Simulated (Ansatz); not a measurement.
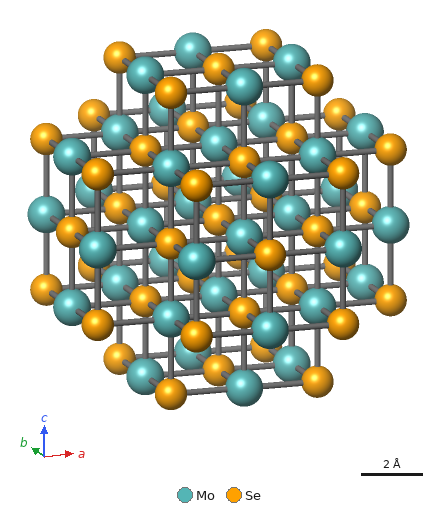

A crystal of MoSe (built on the rock salt type), before the relaxation. Style: ball-and-stick. Shown: the conventional cell (4 times the calculation's cell), slightly off an axis. Lengths and directions refer to the drawn axes.

Method: Ansatz 0.2.0, DFT PBEsol, scalar-relativistic, plane waves, PAW.

Input file:
```yaml
crystal:
  lattice:
    - [0.0, 2.549035364, 2.549035364]
    - [2.549035364, 0.0, 2.549035364]
    - [2.549035364, 2.549035364, 0.0]
  atoms:
    - { symbol: Mo, position: [0.0, 0.0, 0.0] }
    - { symbol: Se, position: [0.5, 0.5, 0.5] }
basis:
  ecutwfc: 420
kpoints:
  mp_grid: { grid: [14, 14, 14] }
hamiltonian:
  xc: pbesol
scf:
  occupations: { method: gaussian, width: 0.1 }
output:
  forces: true
  stress: true
  eigenvalues: true
relax:
  adjacent_minimum: "off"
  f_tol: 0.01
  max_steps: 80
  cell: { stress_tol: 0.05 }
```

Run as
```bash
ansatz run input.yaml --threads 1 --pin off --max-ram 2560MiB --backend cpu --events-out ev --progress --plain --runs-dir out
```

What does the optimiser find from here?

The energy falls by 15.9 meV per cell of the calculation in 3 accepted moves (4 points after the start). All forces vanish by symmetry, so only the cell relaxes. Pressure: 5.15 GPa at the start and 0.00 GPa at the end. At 1 point the geometry stayed and the basis and grid were re-selected for the new cell (energy shift of 0.1 meV per cell of the calculation at most each time). The atoms keep their places relative to the cell (all moves are under 0.005 Å). The drawn cell changes as follows: a = b = c 5.098 → 5.150 Å (+1.0 %); the volume changes by +3.1 %. Some distances before and after: Mo1–Se2 2.549 → 2.575 Å. The space group stays Fm-3m (No. 225). Cost: 37 s on 1 thread of Intel(R) Xeon(R) Processor @ 2.50GHz (Skylake/Cascade Lake), with other jobs on the host, peak memory 0.39 GiB.

Final geometry:

```xyz
2
Lattice="0.0000 2.5749 2.5749 2.5749 0.0000 2.5749 2.5749 2.5749 0.0000" Properties=species:S:1:pos:R:3 pbc="T T T"
Mo    5.1497    2.5749    2.5749
Se    2.5749    2.5749    2.5749
```

After the run, drawn alike:

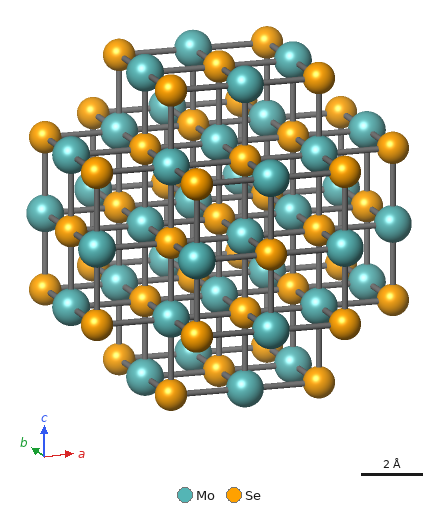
